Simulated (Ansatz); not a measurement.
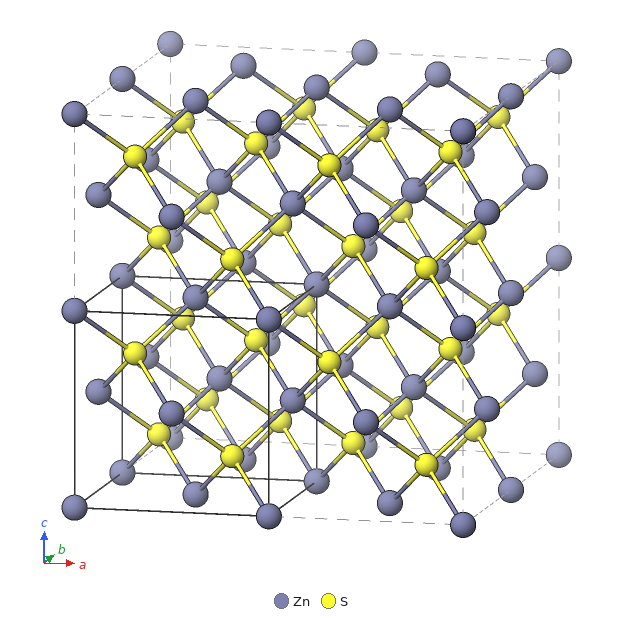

We look at a ball-and-stick model of the crystal slightly off an axis. A 2×2×2 array of cells is drawn; the conventional unit cell has the solid edges. Cell: a = 5.442 Å, b = 5.442 Å, c = 5.442 Å, α = 90.00°, β = 90.00°, γ = 90.00°.

Describe the crystal.

- Composition: ZnS.
- The symmetry is that of F-43m (No. 216), on a face-centred cubic lattice.
- Type of structure: zinc blende (sphalerite type).
- Counting shared atoms by their share gives 4 Zn, 4 S, or 8 atoms.
- The coordination shell of Zn holds four S in a tetrahedral arrangement at about 2.4 Å. S bonds to four Zn in a tetrahedral arrangement at about 2.4 Å.
- The bonds build a three-dimensional framework.

The structure comes from a structure listed in the Materials Project. Earlier steps of the study may have refined or changed the cell and positions. Ansatz was used for an electronic-structure calculation on it.
